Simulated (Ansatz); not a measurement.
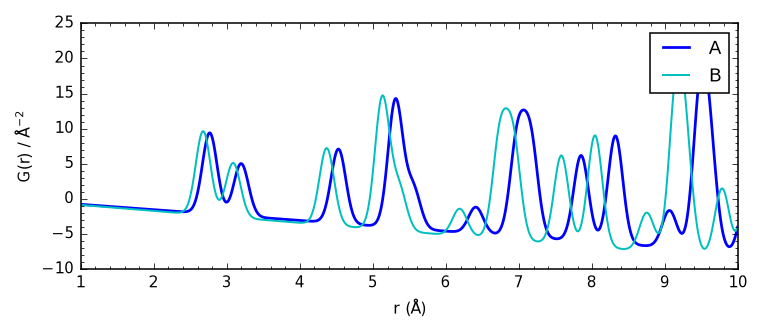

Each curve is a calculated X-ray PDF: distances of the static structure, each pair weighted by the product of the atomic numbers (X-ray weights at Q = 0), broadened by Gaussians with σ = 0.10 Å. There is no Q-range truncation. Both curves are of Si in space group Im-3m, for two cells of different size. A: the geometry relaxed with DFT, BLYP, plane waves (420 eV) with PAW, scalar-relativistic (Ansatz); the starting structure was generated, so it need not be a known form of this composition; B: the geometry relaxed with Ansatz, DFT, RPBE, plane waves (420 eV) with PAW, scalar-relativistic; the starting structure was generated, so it need not be a known form of this composition.

Which cell is the larger, and by how much?

Answer. Cell A is larger: the volume of B is 10.0 % below that of A (16.44 and 14.80 Å³ per atom), a mean linear change of -3.5 %. The shortest distance is 2.775 Å in A and 2.679 Å in B.

Give both cells.

Answer. Cell A: a = 3.204 Å, b = 3.204 Å, c = 3.204 Å, α = 90.00°, β = 90.00°, γ = 90.00°
Cell B: a = 3.093 Å, b = 3.093 Å, c = 3.093 Å, α = 90.00°, β = 90.00°, γ = 90.00°
